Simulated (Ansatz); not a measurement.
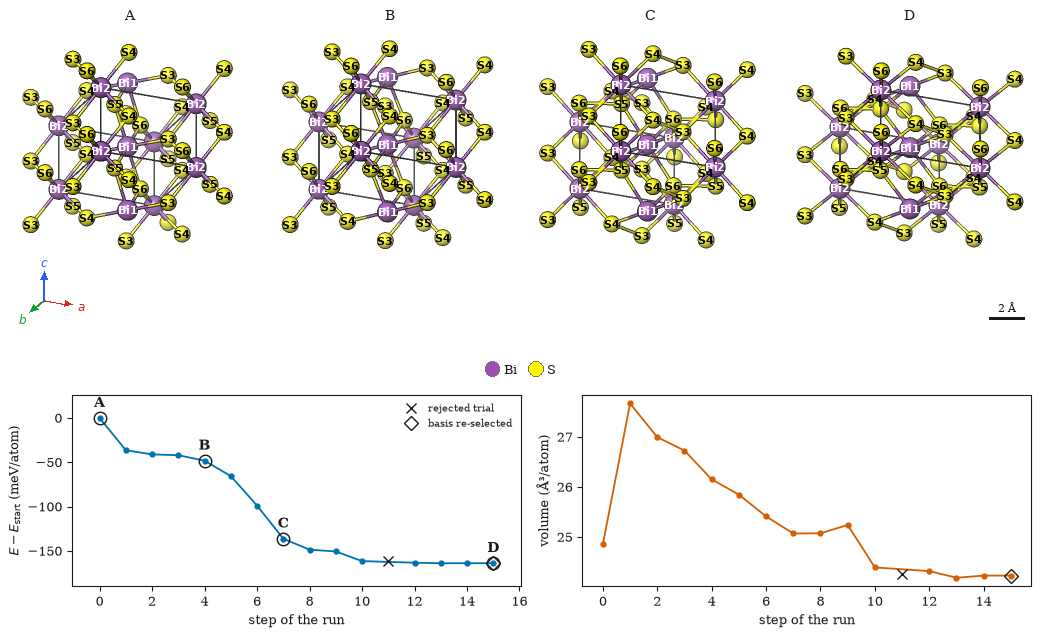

Frames of a relaxation of solid BiS2 (built on the MgF2-58 type type), marked on the history of the run. Style: ball-and-stick. Shown: the cell of the calculation, from a free direction.

Method: DFT, PBEsol, plane waves, PAW (Ansatz).

The input:
```yaml
crystal:
  lattice:
    - [6.03362078, 0.0, 0.0]
    - [0.0, 6.1518227, 0.0]
    - [0.0, 0.0, 4.01766731]
  atoms:
    - { symbol: Bi, position: [0.5, 0.5, 0.5] }
    - { symbol: Bi, position: [0.0, 0.0, 0.0] }
    - { symbol: S, position: [0.785832, 0.179816, 0.5] }
    - { symbol: S, position: [0.214168, 0.820184, 0.5] }
    - { symbol: S, position: [0.285832, 0.320184, 0.0] }
    - { symbol: S, position: [0.714168, 0.679816, 0.0] }
kpoints:
  mp_grid: { grid: [4, 4, 6] }
hamiltonian:
  xc: pbesol
scf:
  occupations: { method: fermi_dirac, width: 0.03 }
relax:
  f_tol: 0.01
  cell: {}
  max_steps: 120
```

Command:
```bash
ansatz run input.yaml --threads 2 --pin off --max-ram 2211MiB --backend cpu --events-out ev --progress --plain --runs-dir out
```

Q: What happens along the run?

A: The energy falls by 164 meV per atom in 13 accepted moves (15 points after the start). The largest force component goes from 0.086 to 0.00085 eV/Å. The pressure goes from 5.93 to −0.01 GPa. The line search rejected the trial step at point 11 of the run. The SCF was repeated once at an unchanged geometry on a basis and grid sized afresh for the cell, which shifted the energy by 0.1 meV per atom at most. The largest moves relative to the cell, 0.98 Å, are those of S3, S4, S5 and S6. S5 goes along [−1 1 0]. Bi stays in place. The drawn cell changes as follows: a 6.034 → 6.270 Å (+3.9 %), b 6.152 → 5.991 Å (−2.6 %), c 4.018 → 3.870 Å (−3.7 %); the volume changes by −2.5 %. Near-neighbour distances that change, for instance: S3–S4 4.098 → 2.332 Å, Bi1–S3 2.618 → 2.830 Å, Bi1–S5 2.632 → 2.835 Å. Bond angles that change, for instance: Bi1–S3–Bi2 129.8° → 113.9°, S5–Bi1–S6 80.5° → 93.9°, S5–Bi1–S5 99.5° → 86.1°. The space group stays Pnnm (No. 58). From step 0 to 4: S atoms move most (0.28 Å), volume +5.2 %, energy −48.2 meV per atom. From step 4 to 7: S atoms move most (0.58 Å), volume −4.1 %, energy −88.0 meV per atom. From step 7 to 15: S atoms move most (0.12 Å), volume −3.4 %, energy −27.6 meV per atom.

| step | E − E(0), meV/atom | largest force component, eV/Å | pressure, GPa | volume, Å³/atom | note |
| --- | --- | --- | --- | --- | --- |
| 0 | 0.00 | 0.0857 | 5.93 | 24.854 |  |
| 1 | -36.35 | 0.0514 | -1.51 | 27.668 |  |
| 2 | -41.11 | 0.0154 | -0.30 | 26.994 |  |
| 3 | -41.97 | 0.0252 | 0.07 | 26.727 |  |
| 4 | -48.21 | 0.0735 | 0.30 | 26.151 |  |
| 5 | -65.55 | 0.1627 | -0.12 | 25.846 |  |
| 6 | -98.84 | 0.2522 | 0.03 | 25.411 |  |
| 7 | -136.20 | 0.1649 | 0.07 | 25.070 |  |
| 8 | -148.64 | 0.2981 | -1.12 | 25.074 |  |
| 9 | -150.61 | 0.1039 | -2.63 | 25.240 |  |
| 10 | -161.49 | 0.1137 | 0.10 | 24.391 |  |
| 11 | -161.46 | 0.1113 | -0.31 | 24.257 | rejected |
| 12 | -163.32 | 0.0358 | 0.03 | 24.318 |  |
| 13 | -163.88 | 0.0093 | 0.06 | 24.185 |  |
| 14 | -163.90 | 0.0008 | -0.01 | 24.228 |  |
| 15 | -163.85 | 0.0008 | -0.01 | 24.228 | same geometry, new basis |
